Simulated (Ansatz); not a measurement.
## Geometry relaxation, with input and output: GaN

The run: geometry relaxation of GaN (P6₃mc, 4 atoms in the cell). Method and program: DFT PBE, scalar-relativistic, plane waves, PAW, no spin polarisation (Ansatz 0.2.0).

The structure derives from an entry of the Crystallography Open Database. Figures and captions count atoms from 1; the log counts them from 0 in places.

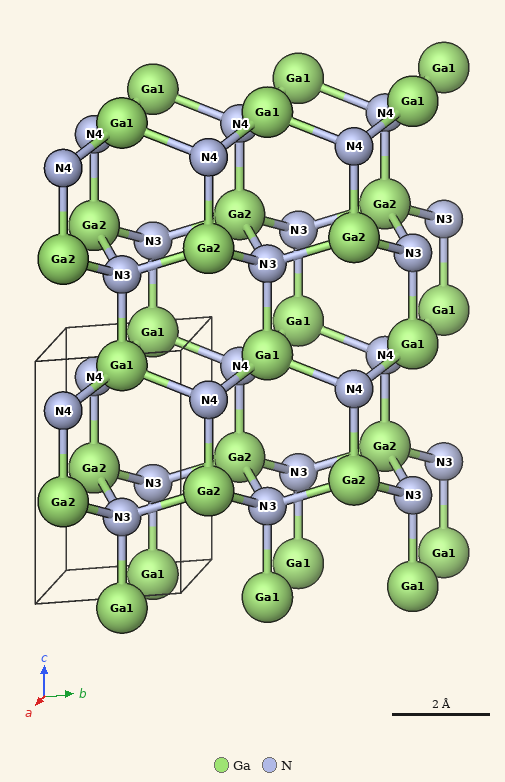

Fig. 1: The input geometry (ball-and-stick view of the cell of the calculation, repeated 2 × 3 × 2, seen slightly off an axis; atoms are numbered from 1 in the order of the input).

Input file:
```yaml
crystal:
  lattice:
    - [3.18, 0.0, 0.0]
    - [-1.59, 2.753960784, 0.0]
    - [0.0, 0.0, 5.166]
  atoms:
    - { symbol: Ga, position: [0.3333333333, 0.6666666667, 0.0] }
    - { symbol: Ga, position: [0.6666666667, 0.3333333333, 0.5] }
    - { symbol: "N", position: [0.3333333333, 0.6666666667, 0.375] }
    - { symbol: "N", position: [0.6666666667, 0.3333333333, 0.875] }
basis:
  ecutwfc: 420
  ecutrho_ratio: 4
kpoints:
  mp_grid: { grid: [10, 10, 6] }
hamiltonian:
  xc: pbe
scf:
  occupations: { method: gaussian, width: 0.05 }
output:
  forces: true
  stress: true
  eigenvalues: true
relax:
  f_tol: 0.01
  max_steps: 40
  cell: { stress_tol: 0.1, fix: [volume] }
```

Launch command:
```bash
ansatz run input.yaml --threads 4 --pin off --max-ram 10240MiB --backend cpu --events-out ev --progress --plain --runs-dir out
```

Output:
```
Engine: ansatz 0.2.0, aarch64-unknown-linux-gnu
Pseudopotentials: kind: paw
Pseudopotential: Ga, paw, valence charge 13, recommended cutoff 420 eV (normal), Ga.paw.azcp
Pseudopotential: N, paw, valence charge 5, recommended cutoff 420 eV (normal), N.paw.azcp
Functional definition: PBE
  parameter kappa = 0.804
  parameter beta = 0.06672455060314922
  exchange = pbe_x(kappa = kappa, mu = beta*pi^2/3)
  correlation = pbe_c(beta = beta)
Crystal: 4 atoms, lattice volume = 45.242 Å³
Basis set: ecut = 420 eV, 881 PW (Γ), exchange–correlation on 48×48×72 points (8 copies of the dense FFT grid, shifted against one another)
Bands: 22, of which v1, the nominal top of the filled ones, is band 18 counted from 1 (17 counted from 0)
Symmetry: 12 space group operations
Space group: P63mc (ITA 186), of the structure as read, at distance tolerance 3.6e-5 Å
k-points: 56 of 600 (time reversal used)
Non-local potential: Ga, projectors of the file, l = 0: 2, l = 1: 2, l = 2: 3, l = 3: 1
Non-local potential: N, projectors of the file, l = 0: 2, l = 1: 2, l = 2: 1
PAW form: soft (Blöchl's): semilocal exchange-correlation on the pseudo side does not see the compensation charge
PAW one-centre angular grid: Ga, 590 points (default); XC on 64 Gauss nodes
PAW one-centre angular grid: N, 110 points (default); XC on 64 Gauss nodes
Initial density: superposition of atomic densities (neutral atoms: chi_scale 0, normalization atom), corrected by the library's trained network
Initial wavefunctions: pseudopotential atomic-orbital guess
Functional: x = pbe(κ = 0.804, μ = 0.2195149727645171), c = pbe(β = 0.06672455060314922)
SCF iter   1: F=—  HF=-8335.795687 eV  |F-HF|=—  |Δ(HF+E_count)|=         —  Δρ=8.48e-4  dr2=1.84e-4  ethr=1.77e-3  ⟨swp⟩=5.0  Hψ=4906  notcnv=0
preconditioner: auto → Resta (q_TF=auto, 2.626 Å⁻¹)  ε∞=5.0  [insulator: Δε(μ)=1.958 eV  Ē_g=16.646 eV  σ=0.050 eV  W_gap=1.00  n_scr=22 (ndim 8)  ℏωp=33.1 eV  f_vac=0.008  D(μ)=0.00/eV (n_scr^D=0)  ε∞_Penn≈5.0]
SCF iter   2: F=—  HF=-8335.796295 eV  |F-HF|=—  |Δ(HF+E_count)|=   6.09e-4  Δρ=4.02e-4  dr2=2.57e-5  ethr=5.10e-7  ⟨swp⟩=2.1  Hψ=2697  notcnv=0
SCF iter   3: F=—  HF=-8335.796408 eV  |F-HF|=—  |Δ(HF+E_count)|=   1.13e-4  Δρ=1.87e-4  dr2=6.71e-6  ethr=7.14e-8  ⟨swp⟩=2.0  Hψ=2149  notcnv=0
SCF iter   4: F=—  HF=-8335.796435 eV  |F-HF|=—  |Δ(HF+E_count)|=   2.72e-5  Δρ=5.67e-5  dr2=9.70e-7  ethr=1.86e-8  ⟨swp⟩=2.0  Hψ=2214  notcnv=0
iter 5 did not close the SCF: its close was put off for the readings that it lacked (scf_convergence_deferred on its scf_iter line)
SCF iter   5: F=-8335.796438 eV  HF=-8335.796438 eV  |F-HF|=2.26e-7  |Δ(HF+E_count)|=   2.76e-6  Δρ=1.81e-5  dr2=9.19e-8  ethr=2.69e-9  ⟨swp⟩=2.0  Hψ=2226  notcnv=0
SCF iter   6: F=-8335.796438 eV  HF=-8335.796438 eV  |F-HF|=3.37e-9  |Δ(HF+E_count)|=   2.44e-7  Δρ=4.51e-6  dr2=8.33e-9  ethr=2.55e-10  ⟨swp⟩=2.0  Hψ=4594  notcnv=0
SCF 1 converged in 6 iterations: F = -8335.796438 eV  dr2 = 8.33e-9
  greatest PAW one-centre occupation: 0.995 electrons in one spin orbital (limit 2), on the Ga atom at site 0 (counted from 0), in its partial waves of l = 2
relax step   1: F+E_penalty+E_count = -8335.79643834 eV  Δ(F+E_penalty+E_count) = +0.000e0 eV  max|allowed force component| = 1.371e-1 eV/Å  Δτ_max = 0.0000 Å  P = +7.297 GPa  Ω = 45.242 Å³  fix = [volume]  reactions: volume +7.297 GPa  (6 SCF iters, dr2 threshold 1.00e-7 eV, accepted)
Basis set: ecut = 420 eV, 893 PW (Γ), exchange–correlation on 48×48×72 points (8 copies of the dense FFT grid, shifted against one another)
Initial density: handed on by an earlier stage of this run
Initial wavefunctions: those handed on with the density
iter 1 solved again at ethr=2.65e-8 eV; its pass at ethr=3.10e-3 eV (dr2=9.52e-6 eV) is discarded
SCF iter   1: F=—  HF=-8335.797403 eV  |F-HF|=—  |Δ(HF+E_count)|=         —  Δρ=2.63e-4  dr2=1.96e-5  ethr=2.65e-8  ⟨swp⟩=2.4  Hψ=6198  notcnv=0
eigensolver tolerance schedule calibrated: the retry pair's looser diagonalisation under-reported the residual by θ = 0.52 (0.10/decade); ethr = c·dr2/N_el runs at the constant in force after the calibration composes with the one it found (an armed cap, an earlier calibration), c = 9.7e-2
preconditioner: auto → Resta (q_TF=auto, 2.626 Å⁻¹)  ε∞=5.0  [insulator: Δε(μ)=1.959 eV  Ē_g=16.650 eV  σ=0.050 eV  W_gap=1.00  n_scr=22 (ndim 8)  ℏωp=33.1 eV  f_vac=0.008  D(μ)=0.00/eV (n_scr^D=0)  ε∞_Penn≈5.0]
SCF iter   2: F=—  HF=-8335.797394 eV  |F-HF|=—  |Δ(HF+E_count)|=   9.33e-6  Δρ=1.43e-4  dr2=5.97e-6  ethr=2.65e-8  ⟨swp⟩=3.0  Hψ=2353  notcnv=0
SCF iter   3: F=-8335.797392 eV  HF=-8335.797392 eV  |F-HF|=7.22e-8  |Δ(HF+E_count)|=   1.90e-6  Δρ=1.85e-5  dr2=1.14e-7  ethr=1.08e-9  ⟨swp⟩=3.0  Hψ=5008  notcnv=0
SCF 2 converged in 3 iterations: F = -8335.797392 eV  dr2 = 1.14e-7
relax step   2: F+E_penalty+E_count = -8335.79739218 eV  Δ(F+E_penalty+E_count) = -9.538e-4 eV  max|allowed force component| = 9.615e-2 eV/Å  Δτ_max = 0.0004 Å  P = +7.288 GPa  Ω = 45.242 Å³  fix = [volume]  reactions: volume +7.288 GPa  (3 SCF iters, dr2 threshold 4.00e-7 eV, accepted)
iter 1 solved again at ethr=1.43e-7 eV; its pass at ethr=3.10e-3 eV (dr2=5.16e-5 eV) is discarded
SCF iter   1: F=—  HF=-8335.798068 eV  |F-HF|=—  |Δ(HF+E_count)|=         —  Δρ=4.79e-4  dr2=5.97e-5  ethr=1.43e-7  ⟨swp⟩=2.1  Hψ=6145  notcnv=0
preconditioner: auto → Resta (q_TF=auto, 2.626 Å⁻¹)  ε∞=5.0  [insulator: Δε(μ)=1.962 eV  Ē_g=16.651 eV  σ=0.050 eV  W_gap=1.00  n_scr=22 (ndim 8)  ℏωp=33.1 eV  f_vac=0.009  D(μ)=0.00/eV (n_scr^D=0)  ε∞_Penn≈5.0]
SCF iter   2: F=—  HF=-8335.798051 eV  |F-HF|=—  |Δ(HF+E_count)|=   1.69e-5  Δρ=2.42e-4  dr2=1.67e-5  ethr=1.43e-7  ⟨swp⟩=2.0  Hψ=2178  notcnv=0
SCF iter   3: F=-8335.798048 eV  HF=-8335.798048 eV  |F-HF|=9.54e-8  |Δ(HF+E_count)|=   3.05e-6  Δρ=3.36e-5  dr2=3.58e-7  ethr=1.11e-9  ⟨swp⟩=3.6  Hψ=5994  notcnv=0
SCF 3 converged in 3 iterations: F = -8335.798048 eV  dr2 = 3.58e-7
  greatest PAW one-centre occupation: 0.995 electrons in one spin orbital (limit 2), on the Ga atom at site 1 (counted from 0), in its partial waves of l = 2
relax step   3: F+E_penalty+E_count = -8335.79804819 eV  Δ(F+E_penalty+E_count) = -6.560e-4 eV  max|allowed force component| = 2.532e-2 eV/Å  Δτ_max = 0.0022 Å  P = +7.287 GPa  Ω = 45.242 Å³  energy of the carried Pulay correction = -2.435e-17 eV  fix = [volume]  reactions: volume +7.287 GPa  (3 SCF iters, dr2 threshold 4.00e-7 eV, accepted)
iter 1 solved again at ethr=7.32e-8 eV; its pass at ethr=3.10e-3 eV (dr2=2.63e-5 eV) is discarded
SCF iter   1: F=—  HF=-8335.798141 eV  |F-HF|=—  |Δ(HF+E_count)|=         —  Δρ=3.71e-4  dr2=2.64e-5  ethr=7.32e-8  ⟨swp⟩=2.2  Hψ=6119  notcnv=0
preconditioner: auto → Resta (q_TF=auto, 2.626 Å⁻¹)  ε∞=5.0  [insulator: Δε(μ)=1.968 eV  Ē_g=16.651 eV  σ=0.050 eV  W_gap=1.00  n_scr=22 (ndim 8)  ℏωp=33.1 eV  f_vac=0.009  D(μ)=0.00/eV (n_scr^D=0)  ε∞_Penn≈5.0]
SCF iter   2: F=—  HF=-8335.798133 eV  |F-HF|=—  |Δ(HF+E_count)|=   8.38e-6  Δρ=1.89e-4  dr2=8.04e-6  ethr=7.32e-8  ⟨swp⟩=1.0  Hψ=1232  notcnv=0
SCF iter   3: F=—  HF=-8335.798132 eV  |F-HF|=—  |Δ(HF+E_count)|=   8.11e-7  Δρ=2.74e-5  dr2=3.18e-7  ethr=2.23e-8  ⟨swp⟩=2.2  Hψ=2172  notcnv=0
SCF iter   4: F=—  HF=-8335.798132 eV  |F-HF|=—  |Δ(HF+E_count)|=   2.20e-8  Δρ=1.56e-5  dr2=7.07e-8  ethr=1.11e-10  ⟨swp⟩=5.6  Hψ=5601  notcnv=0
SCF iter   5: F=-8335.798132 eV  HF=-8335.798132 eV  |F-HF|=4.08e-9  |Δ(HF+E_count)|=   6.56e-8  Δρ=4.07e-6  dr2=5.23e-9  ethr=1.11e-10  ⟨swp⟩=4.0  Hψ=4481  notcnv=0
SCF 4 converged in 5 iterations: F = -8335.798132 eV  dr2 = 5.23e-9
relax step   4: F+E_penalty+E_count = -8335.79813223 eV  Δ(F+E_penalty+E_count) = -8.404e-5 eV  max|allowed force component| = 1.299e-3 eV/Å  Δτ_max = 0.0016 Å  P = +7.290 GPa  Ω = 45.242 Å³  fix = [volume]  reactions: volume +7.290 GPa  (5 SCF iters, dr2 threshold 4.01e-8 eV, accepted)
Initial wavefunctions: pseudopotential atomic-orbital guess (no wavefunctions were taken with the density)
iter 1 solved again at ethr=2.15e-8 eV; its pass at ethr=3.10e-3 eV (dr2=7.73e-6 eV) is discarded
SCF iter   1: F=—  HF=-8335.797976 eV  |F-HF|=—  |Δ(HF+E_count)|=         —  Δρ=1.83e-4  dr2=3.24e-7  ethr=2.15e-8  ⟨swp⟩=3.0  Hψ=8618  notcnv=0
SCF iter   2: F=—  HF=-8335.798082 eV  |F-HF|=—  |Δ(HF+E_count)|=   1.06e-4  Δρ=9.27e-5  dr2=8.39e-8  ethr=9.00e-10  ⟨swp⟩=2.0  Hψ=1438  notcnv=0
SCF iter   3: F=—  HF=-8335.798120 eV  |F-HF|=—  |Δ(HF+E_count)|=   3.76e-5  Δρ=1.42e-6  dr2=5.08e-10  ethr=2.33e-10  ⟨swp⟩=2.1  Hψ=1459  notcnv=0
SCF iter   4: F=-8335.798120 eV  HF=-8335.798120 eV  |F-HF|=1.67e-10  |Δ(HF+E_count)|=  1.49e-10  Δρ=5.60e-7  dr2=1.05e-10  ethr=1.00e-12  ⟨swp⟩=4.2  Hψ=4562  notcnv=0
SCF 5 converged in 4 iterations: F = -8335.798120 eV  dr2 = 1.05e-10
relax step   5: F+E_penalty+E_count = -8335.79811971 eV  Δ(F+E_penalty+E_count) = +1.252e-5 eV  max|allowed force component| = 1.134e-3 eV/Å  Δτ_max = 0.0000 Å  P = +7.291 GPa  Ω = 45.242 Å³  fix = [volume]  reactions: volume +7.291 GPa  stress off target by 2.09e-2 GPa on what of the cell is left free  SCF on the basis re-selected at this cell (its energy is not comparable with the rows above)  (4 SCF iters)
```

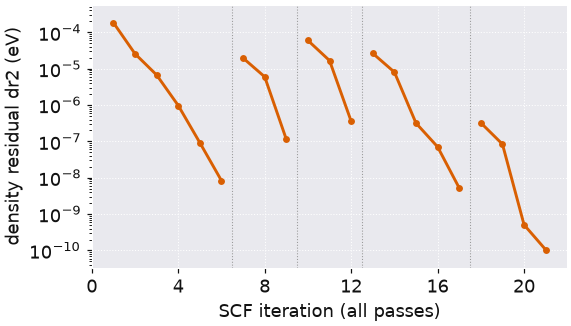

Fig. 2: Convergence of the self-consistent field: density residual dr2 against the SCF iteration. The dotted lines part the SCF passes of the relaxation: geometry steps, rejected trials and re-solves on a re-selected basis. The 5 passes take 3 to 6 iterations each, 21 in all.

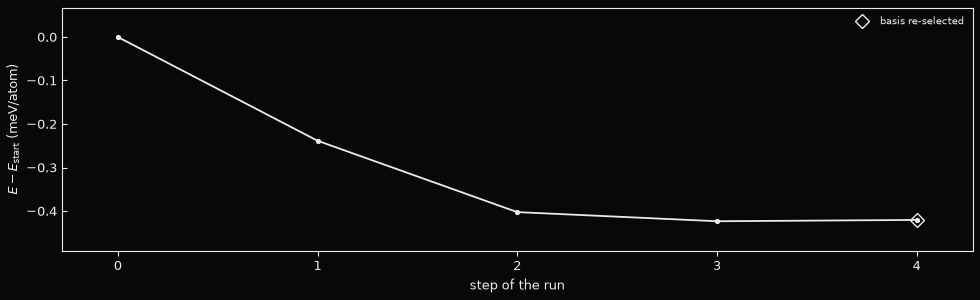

Fig. 3: Progress of the relaxation, step by step (the first geometry is step 0 here and step 1 in the log). After 3 geometry steps the energy has fallen by 0.4 meV per atom. Largest force component: 0.14 eV/Å at the start, 0.0011 eV/Å at the end. Pressure: 7.30 GPa at the start and 7.29 GPa at the end. The largest moves relative to the cell, 0.004 Å, are those of Ga1, Ga2, N3 and N4. By element the largest moves are Ga 0.004 Å, N 0.004 Å. Distances before and after: Ga1–N3 1.937 → 1.949 Å, Ga1–N4 1.946 → 1.942 Å. The space group stays P6_3mc (No. 186). A last SCF at the same geometry on a re-selected plane-wave basis shifts the energy by +0.0 meV per atom. (Atoms are counted from 1 in the order of the input.)

```
basis re-selected at this cell: Δ(F+E_penalty+E_count) = +1.252e-5 eV, ΔP = +0.001 GPa vs the last step (what re-selecting the basis moved, of the pressure what is left beyond the Pulay correction that the steps carried, after the strain that the cell walked since its last selection, with what the two solves' SCF thresholds leave and, on support functions, any second-order correction that the steps lacked; it is no measure of the basis error at this ecutwfc). This SCF's stress stands 2.09e-2 GPa from its target on what of the cell is left free (relax.cell.stress_tol is 1.00e-1 GPa) and its largest allowed force component is 1.13e-3 eV/Å (relax.f_tol is 1.00e-2 eV/Å): within both
SCF converged after 4 iterations
Free energy (F): -8335.798120 eV
Harris-Foulkes:  -8335.798120 eV  (|F-HF|=1.67e-10)
Internal energy: -8335.798120 eV  (E = F + TS)
E sigma→0 (E₀):  -8335.798120 eV
Fermi energy:    10.830662 eV
--- Per-component energies (eV) ---
  E_band       = -5.325173
  E_kinetic    = 495.398644
  E_local      = -3888.925073  (includes V_loc(G=0)·N_el)
  E_nonlocal   = 948.899841
  E_hartree    = 1791.420847
  E_xc         = -257.979447
  E_vxc        = -268.793182  (∫ρ·V_xc dr)
  E_paw        = -4240.759231  (= ΣΔE_a)
  E_vpaw       = -874.747244  (= ΣTr[D̂ρ^β])
  E_aug_tail   = 0.000076  (compensation charges beyond the density's cutoff)
  E_ewald      = -3183.853775
  E_smearing   = -0.000000  (= −TS)
  E_closure    = 0.000000  (closes the sum)
  Σ components = -8335.798120   (vs F -8335.798120, Δ=0.00e0)
--- Forces (eV/Å), atoms counted from 1 ---
  atom   1  Ga     0.00000000     0.00000000     0.00113303
  atom   2  Ga     0.00000000    -0.00000000     0.00113303
  atom   3  N     -0.00000000     0.00000000    -0.00113463
  atom   4  N      0.00000000    -0.00000000    -0.00113463
  max |Σ_I F_I| component: 3.21e-6 eV/Å
--- Stress (GPa, compression-positive) ---
        7.280339       0.000000       0.000000
       -0.000000       7.280339       0.000000
        0.000000       0.000000       7.311720
  P = ⅓ Tr σ = 7.2908 GPa (72.908 kbar)
--- Band table (eV; the first three rows and the last of 56) ---
  k-point 0: bands = ["-6.2153", "-5.2853", "-3.6489", "-3.6335", "-3.6335", "-3.5710", "-3.5710", "-3.3745", "-3.3745", "-3.2746", "-3.2746", "-2.0257", "2.7316", "8.8029", "8.8029", "9.8040", "9.8461", "9.8461", "11.8144", "14.1650", "19.0900", "19.8046"]
  k-point 1: bands = ["-6.1337", "-5.3174", "-3.6320", "-3.6320", "-3.6263", "-3.5776", "-3.5776", "-3.3653", "-3.3653", "-3.2790", "-3.2790", "-2.3101", "3.2434", "8.8696", "8.8696", "8.9972", "9.7733", "9.7733", "12.4928", "14.2192", "18.8966", "19.8360"]
  k-point 2: bands = ["-5.9163", "-5.4307", "-3.6257", "-3.6257", "-3.5941", "-3.5941", "-3.5330", "-3.3423", "-3.3423", "-3.2927", "-3.2927", "-2.8574", "4.4660", "7.5544", "9.0536", "9.0536", "9.5754", "9.5754", "13.4913", "14.3055", "18.4961", "18.9342"]
  k-point 55: bands = ["-5.1158", "-5.1158", "-3.5181", "-3.5181", "-3.4906", "-3.4906", "-3.3644", "-3.3644", "-3.3175", "-3.3175", "-1.6313", "-1.6313", "3.6467", "3.6467", "5.7748", "5.7748", "8.3262", "8.3262", "16.1120", "16.1120", "17.4354", "17.4354"]
--- Relaxed structure (4 steps of the walk, 4 accepted, 1 SCFs on fresh bases) ---
  F+E_penalty+E_count = -8335.79811971 eV   max|allowed force component| = 1.134e-3 eV/Å   (the final SCF, on the basis selected at the relaxed cell)
  cell:  # Å, volume = 45.2417 Å³
    - [3.1771213287505193, 5.331439501024352e-20, 3.77028566413278e-19]
    - [-1.5885606643752597, 2.7514677816033206, -1.8851428320663903e-19]
    - [6.124935767620124e-19, -5.235398389151755e-35, 5.175365681168259]
  atoms:
    - { symbol: Ga, position: [0.3333333333333333, 0.6666666666666666, -0.0008245947301662988] }
    - { symbol: Ga, position: [0.6666666666666666, 0.3333333333333333, 0.49917540526983367] }
    - { symbol: N, position: [0.3333333333333333, 0.6666666666666666, 0.37582459473016633] }
    - { symbol: N, position: [0.6666666666666666, 0.3333333333333333, 0.8758245947301663] }
```

Trajectory as extended XYZ (Å, eV, eV/Å), 5 frames, from step=1 to step=5:
```
4
Lattice="3.1800 0.0000 0.0000 -1.5900 2.7540 0.0000 0.0000 0.0000 5.1660" Properties=species:S:1:pos:R:3:forces:R:3 step=1 energy=-8335.79644 pressure_GPa=7.30
Ga    0.0000    1.8360    0.0000    0.0000   0.0000  -0.1371
Ga    1.5900    0.9180    2.5830    0.0000   0.0000  -0.1371
N     0.0000    1.8360    1.9372    0.0000   0.0000   0.1371
N     1.5900    0.9180    4.5202    0.0000   0.0000   0.1371
4
Lattice="3.1773 0.0000 0.0000 -1.5886 2.7516 0.0000 0.0000 0.0000 5.1749" Properties=species:S:1:pos:R:3:forces:R:3 step=2 energy=-8335.79739 pressure_GPa=7.29
Ga    0.0000    1.8344   -0.0004    0.0000   0.0000  -0.0961
Ga    1.5886    0.9172    2.5870    0.0000   0.0000  -0.0961
N     0.0000    1.8344    1.9410    0.0000   0.0000   0.0962
N     1.5886    0.9172    4.5284    0.0000   0.0000   0.0962
4
Lattice="3.1759 0.0000 0.0000 -1.5880 2.7504 0.0000 0.0000 0.0000 5.1792" Properties=species:S:1:pos:R:3:forces:R:3 step=3 energy=-8335.79805 pressure_GPa=7.29
Ga    0.0000    1.8336   -0.0027    0.0000   0.0000  -0.0249
Ga    1.5880    0.9168    2.5870    0.0000   0.0000  -0.0249
N     0.0000    1.8336    1.9449    0.0000   0.0000   0.0257
N     1.5880    0.9168    4.5345    0.0000   0.0000   0.0257
4
Lattice="3.1771 0.0000 0.0000 -1.5886 2.7515 0.0000 0.0000 0.0000 5.1754" Properties=species:S:1:pos:R:3:forces:R:3 step=4 energy=-8335.79813 pressure_GPa=7.29
Ga    0.0000    1.8343   -0.0043    0.0000   0.0000   0.0013
Ga    1.5886    0.9172    2.5834    0.0000   0.0000   0.0013
N     0.0000    1.8343    1.9450    0.0000   0.0000  -0.0013
N     1.5886    0.9172    4.5327    0.0000   0.0000  -0.0013
4
Lattice="3.1771 0.0000 0.0000 -1.5886 2.7515 0.0000 0.0000 0.0000 5.1754" Properties=species:S:1:pos:R:3:forces:R:3 step=5 energy=-8335.79812 pressure_GPa=7.29
Ga    0.0000    1.8343   -0.0043    0.0000   0.0000   0.0011
Ga    1.5886    0.9172    2.5834    0.0000   0.0000   0.0011
N     0.0000    1.8343    1.9450    0.0000   0.0000  -0.0011
N     1.5886    0.9172    4.5327    0.0000   0.0000  -0.0011
```

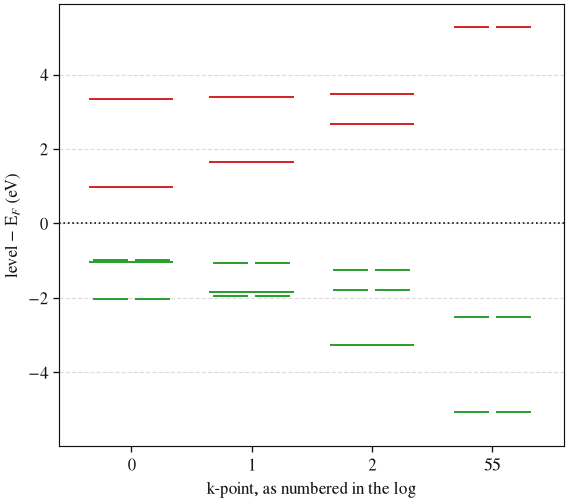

Fig. 4: Kohn–Sham levels near the Fermi level (dotted) at the few k-points that the log prints; levels within 0.02 eV of each other stand side by side. Among these points the highest filled and lowest empty levels are 1.97 eV apart, which is the gap on the mesh.

Summary:

| quantity | value |
| --- | --- |
| outcome | converged |
| space group (tolerance 0.01 Å) | P6₃mc (186) |
| electrons treated | 36 |
| free energy | −8335.7981 eV |
| Fermi energy | 10.831 eV |
| gap on the k-point mesh | 1.97 eV |
| pressure | 7.29 GPa |
| final volume | 45.24 Å³ |
| largest force (length of the vector) at the end | 0.001 eV/Å |
| final cell | a = 3.177 Å, b = 3.177 Å, c = 5.175 Å, α = 90.00°, β = 90.00°, γ = 120.00° |
| hardware | 4 threads of Arm Neoverse V2, 24 GiB of memory available, shared host |
| wall time | 5.9 s (CPU time 22 s) |
| peak memory | 0.41 GiB |

Notes:

The cell is under a pressure of 7.3 GPa at this level, so it is not at its equilibrium volume.
